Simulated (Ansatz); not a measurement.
## Two runs on CuO

System: CuO (P4₂/mmc, 4 atoms in the cell).
Method of run A: Kohn-Sham DFT of a periodic cell, PBE, Ansatz PAW, no spin polarisation (Ansatz 0.2.0).

The structure was built on a prototype by a generator; it need not be a known phase. Text and figures count atoms from 1; the logs count them from 0 in places.

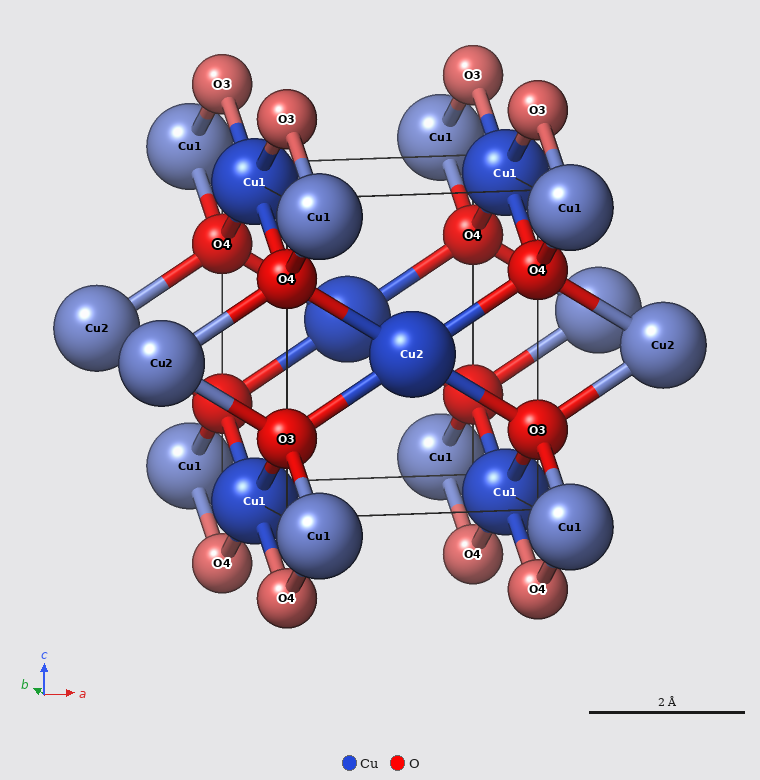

Fig. 1: The structure as given in the input (ball-and-stick view of the cell of the calculation, seen slightly off an axis; neighbours outside the cell are drawn fainter; atoms are numbered from 1 in the order of the input).

### Input, run A
```yaml
crystal:
  lattice:
    - [3.3521935935, 0.0, 0.0]
    - [0.0, 3.3521935935, 0.0]
    - [0.0, 0.0, 4.1734888825]
  atoms:
    - { symbol: Cu, position: [0.0, 0.5, 0.0] }
    - { symbol: Cu, position: [0.5, 0.0, 0.5] }
    - { symbol: O, position: [0.0, 0.0, 0.25] }
    - { symbol: O, position: [0.0, 0.0, 0.75] }
hamiltonian:
  xc: pbe
  pseudopotentials: { kind: paw }
kpoints:
  mp_grid: { grid: [8, 8, 6] }
scf:
  occupations: { method: fermi_dirac, width: 0.05 }
output:
  forces: true
  stress: true
  eigenvalues: true
  write_density: true
  write_potential: true
  elf: true
  volumetric_format: npy
```

Launched with:
```bash
ansatz run input.yaml --threads 2 --pin off --max-ram 5120MiB --backend cpu --events-out ev --progress --plain --runs-dir out
```

Hardware: 2 threads of AMD EPYC (Zen 5), 176 GiB of memory available, shared host.

### Output, shortened to warnings, some set-up lines, iterations and results (run A)
```
Basis set: ecut = 420 eV, 909 PW (Γ), exchange–correlation on 48×48×60 points (8 copies of the dense FFT grid, shifted against one another)
Symmetry: 16 space group operations
k-points: 60 of 384
Initial density: superposition of atomic densities (neutral atoms: chi_scale 0, normalization atom), corrected by the library's trained network
[...]
SCF iter   1: F=—  HF=-14381.081972 eV  |F-HF|=—  |Δ(HF+E_count)|=         —  Δρ=1.89e-2  dr2=8.97e-2  ethr=1.77e-3  ⟨swp⟩=5.7  Hψ=6603  notcnv=0
SCF iter   2: F=—  HF=-14381.070151 eV  |F-HF|=—  |Δ(HF+E_count)|=   1.18e-2  Δρ=7.47e-3  dr2=1.52e-2  ethr=1.79e-4  ⟨swp⟩=2.5  Hψ=3375  notcnv=0
SCF iter   3: F=—  HF=-14381.075532 eV  |F-HF|=—  |Δ(HF+E_count)|=   5.38e-3  Δρ=1.24e-2  dr2=4.19e-2  ethr=3.04e-5  ⟨swp⟩=2.0  Hψ=3600  notcnv=0  recentre
SCF iter   4: F=—  HF=-14381.066199 eV  |F-HF|=—  |Δ(HF+E_count)|=   9.33e-3  Δρ=2.53e-3  dr2=2.20e-3  ethr=3.04e-5  ⟨swp⟩=2.3  Hψ=3201  notcnv=0
SCF iter   5: F=—  HF=-14381.066126 eV  |F-HF|=—  |Δ(HF+E_count)|=   7.32e-5  Δρ=2.74e-4  dr2=1.84e-5  ethr=4.40e-6  ⟨swp⟩=1.1  Hψ=1931  notcnv=0
SCF iter   6: F=—  HF=-14381.066030 eV  |F-HF|=—  |Δ(HF+E_count)|=   9.55e-5  Δρ=1.95e-5  dr2=7.52e-8  ethr=2.00e-10  ⟨swp⟩=6.9  Hψ=12536  notcnv=0
SCF iter   7: F=-14381.066031 eV  HF=-14381.066031 eV  |F-HF|=2.53e-10  |Δ(HF+E_count)|=   7.95e-8  Δρ=3.05e-6  dr2=2.14e-9  ethr=1.50e-10  ⟨swp⟩=5.0  Hψ=10698  notcnv=0
SCF 1 converged in 7 iterations: F = -14381.066031 eV  dr2 = 2.14e-9
SCF converged after 7 iterations
Free energy (F): -14381.066031 eV
Harris-Foulkes:  -14381.066031 eV  (|F-HF|=2.53e-10)
Internal energy: -14381.047565 eV  (E = F + TS)
E sigma→0 (E₀):  -14381.056798 eV
Entropy (-TS):   -0.018465 eV (-4.616 meV/atom)
Fermi energy:    10.369374 eV
--- Per-component energies (eV) ---
  E_band       = -955.151901
  E_kinetic    = 942.731855
  E_local      = -10476.574741  (includes V_loc(G=0)·N_el)
  E_nonlocal   = 881.967107
  E_hartree    = 4543.653989
  E_xc         = -322.809353
  E_vxc        = -414.277504  (∫ρ·V_xc dr)
  E_paw        = -3642.491703  (= ΣΔE_a)
  E_vpaw       = -976.311046  (= ΣTr[D̂ρ^β])
  E_aug_tail   = 0.005553  (compensation charges beyond the density's cutoff)
  E_ewald      = -6307.530271
  E_smearing   = -0.018465  (= −TS)
  E_closure    = -0.000000  (closes the sum)
  Σ components = -14381.066031   (vs F -14381.066031, Δ=0.00e0)
--- Forces (eV/Å), atoms counted from 1 ---
  atom   1  Cu     0.00000000     0.00000000    -0.00000000
  atom   2  Cu     0.00000000    -0.00000000     0.00000000
  atom   3  O      0.00000000     0.00000000     0.00000000
  atom   4  O     -0.00000000     0.00000000    -0.00000000
  max |Σ_I F_I| component: 5.20e-18 eV/Å
--- Stress (GPa, compression-positive) ---
       -8.691685       0.000000      -0.000000
        0.000000      -8.691685      -0.000000
       -0.000000      -0.000000      33.380944
  P = ⅓ Tr σ = 5.3325 GPa (53.325 kbar)
```

The input of run B differs as follows (lines with − go, lines with + come):
```diff
-    - [3.3521935935, 0.0, 0.0]
-    - [0.0, 3.3521935935, 0.0]
-    - [0.0, 0.0, 4.1734888825]
+    - [3.489167048, 0.0, 0.0]
+    - [0.0, 3.489167048, 0.0]
+    - [0.0, 0.0, 4.3440211544]
```

Predict how the results change.

With the same functional and potentials, run B lies 22.2 meV per atom higher. The pressure goes from 5.33 to −8.48 GPa. The volume per atom goes from 11.72 to 13.22 Å³. The number of SCF iterations is the same. The plane waves at Γ go from 909 to 1019.

### Output, shortened to warnings, some set-up lines, iterations and results (run B)
```
Basis set: ecut = 420 eV, 1019 PW (Γ), exchange–correlation on 48×48×60 points (8 copies of the dense FFT grid, shifted against one another)
Symmetry: 16 space group operations
k-points: 60 of 384
Initial density: superposition of atomic densities (neutral atoms: chi_scale 0, normalization atom), corrected by the library's trained network
[...]
SCF iter   1: F=—  HF=-14380.985399 eV  |F-HF|=—  |Δ(HF+E_count)|=         —  Δρ=1.32e-2  dr2=4.45e-2  ethr=1.77e-3  ⟨swp⟩=5.5  Hψ=6703  notcnv=0
SCF iter   2: F=—  HF=-14380.979245 eV  |F-HF|=—  |Δ(HF+E_count)|=   6.15e-3  Δρ=5.48e-3  dr2=8.83e-3  ethr=8.89e-5  ⟨swp⟩=2.0  Hψ=3533  notcnv=0
SCF iter   3: F=—  HF=-14380.981537 eV  |F-HF|=—  |Δ(HF+E_count)|=   2.29e-3  Δρ=8.18e-3  dr2=2.07e-2  ethr=1.77e-5  ⟨swp⟩=2.0  Hψ=3600  notcnv=0  recentre
SCF iter   4: F=—  HF=-14380.977229 eV  |F-HF|=—  |Δ(HF+E_count)|=   4.31e-3  Δρ=2.08e-3  dr2=1.75e-3  ethr=1.77e-5  ⟨swp⟩=2.1  Hψ=2892  notcnv=0
SCF iter   5: F=—  HF=-14380.977188 eV  |F-HF|=—  |Δ(HF+E_count)|=   4.13e-5  Δρ=3.33e-4  dr2=3.91e-5  ethr=3.50e-6  ⟨swp⟩=1.0  Hψ=1800  notcnv=0
SCF iter   6: F=—  HF=-14380.977059 eV  |F-HF|=—  |Δ(HF+E_count)|=   1.29e-4  Δρ=2.57e-5  dr2=1.83e-7  ethr=7.82e-8  ⟨swp⟩=2.0  Hψ=2585  notcnv=0
SCF iter   7: F=-14380.977059 eV  HF=-14380.977059 eV  |F-HF|=9.95e-9  |Δ(HF+E_count)|=   1.48e-7  Δρ=5.18e-6  dr2=7.20e-9  ethr=2.00e-10  ⟨swp⟩=7.8  Hψ=11244  notcnv=0
SCF 1 converged in 7 iterations: F = -14380.977059 eV  dr2 = 7.20e-9
SCF converged after 7 iterations
Free energy (F): -14380.977059 eV
Harris-Foulkes:  -14380.977059 eV  (|F-HF|=9.95e-9)
Internal energy: -14380.956356 eV  (E = F + TS)
E sigma→0 (E₀):  -14380.966708 eV
Entropy (-TS):   -0.020703 eV (-5.176 meV/atom)
Fermi energy:    8.358139 eV
--- Per-component energies (eV) ---
  E_band       = -1030.524684
  E_kinetic    = 936.513240
  E_local      = -10894.521760  (includes V_loc(G=0)·N_el)
  E_nonlocal   = 884.596479
  E_hartree    = 4717.846616
  E_xc         = -320.086040
  E_vxc        = -410.504152  (∫ρ·V_xc dr)
  E_paw        = -3645.393155  (= ΣΔE_a)
  E_vpaw       = -982.314699  (= ΣTr[D̂ρ^β])
  E_aug_tail   = 0.005222  (compensation charges beyond the density's cutoff)
  E_ewald      = -6059.916959
  E_smearing   = -0.020703  (= −TS)
  E_closure    = 0.000000  (closes the sum)
  Σ components = -14380.977059   (vs F -14380.977059, Δ=0.00e0)
--- Forces (eV/Å), atoms counted from 1 ---
  atom   1  Cu     0.00000000    -0.00000000     0.00000000
  atom   2  Cu     0.00000000     0.00000000     0.00000000
  atom   3  O      0.00000000     0.00000000     0.00000000
  atom   4  O      0.00000000     0.00000000    -0.00000000
  max |Σ_I F_I| component: 5.72e-29 eV/Å
--- Stress (GPa, compression-positive) ---
      -18.944180       0.000000       0.000000
        0.000000     -18.944180       0.000000
        0.000000       0.000000      12.437545
  P = ⅓ Tr σ = -8.4836 GPa (-84.836 kbar)
```

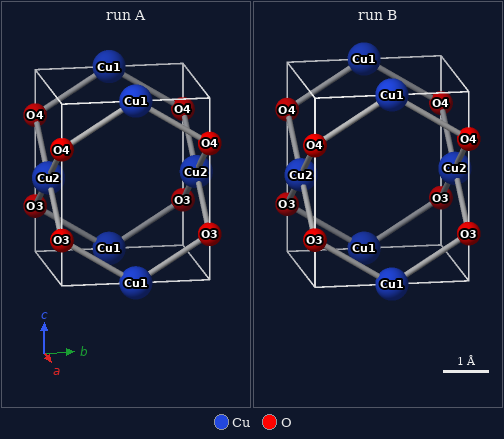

Fig. 2: The two input geometries at one scale (ball-and-stick view of the cell of the calculation, seen slightly off an axis). The atoms keep their places relative to the cell (all moves are under 0.005 Å). Cell: a = b 3.352 → 3.489 Å (+4.1 %), c 4.173 → 4.344 Å (+4.1 %). Volume +12.8 %. Among the contacts that change: Cu1–O3 1.974 → 2.055 Å.

### The two runs side by side

```tsv
quantity	run A	run B
outcome	converged	converged
free energy per atom (eV)	−3595.2665	−3595.2443
energy per atom, smearing taken to zero (eV)	−3595.2642	−3595.2417
gap on the mesh (eV)	0.00	0.00
pressure (GPa)	5.33	−8.48
volume per atom (Å³)	11.72	13.22
largest force (eV/Å)	0.000	0.000
SCF iterations	7	7
irreducible k-points	60	60
plane waves at Γ	909	1019
wall time (shared host)	1.2 s	1.2 s
```

For both runs: The run has no spin polarisation, so a magnetic state may lie lower.
